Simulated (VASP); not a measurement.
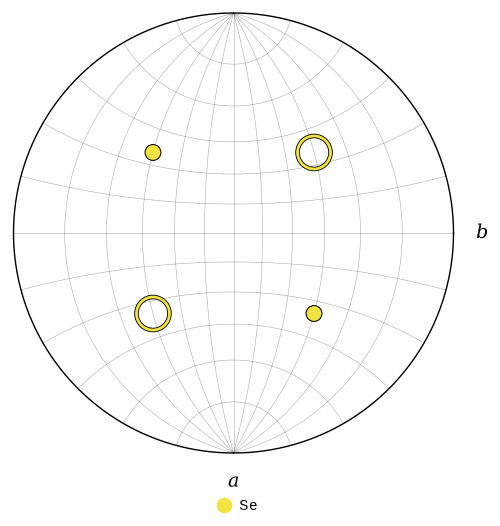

Crystal: ZnSe, the geometry relaxed with VASP Kohn-Sham DFT of a periodic cell, PBE0, VASP PAW PBE potentials, recommended in VASP 6.6.1. Directions from one zinc atom at (0, 0, 0) to its bonded neighbours, in stereographic projection down c (filled: above the plane of the page or in it, open: below). Geometry calculated from the standardised cell; symmetry tolerance 0.002 Å.

Neighbours are counted up to 2.95 Å for Se.

```
CELL_PARAMETERS angstrom
5.70125 0.00000 0.00000
0.00000 5.70125 0.00000
0.00000 0.00000 5.70125
ATOMIC_POSITIONS crystal
Se 0.25000 0.25000 0.25000
Zn 0.00000 0.00000 0.00000
Se 0.25000 0.75000 0.75000
Zn 0.00000 0.50000 0.50000
Se 0.75000 0.25000 0.75000
Zn 0.50000 0.00000 0.50000
Se 0.75000 0.75000 0.25000
Zn 0.50000 0.50000 0.00000
```

> How many neighbours are there, and at what angles?

4: 4 Se at 2.47 Å. Angles between bonds: 109° (6×).

> What is the site's symmetry in the crystal?

Point group -43m (Td), order 24: three −4 axes, four threefold axes, six mirror planes. In F-43m, No. 216 this is Wyckoff position 4a.
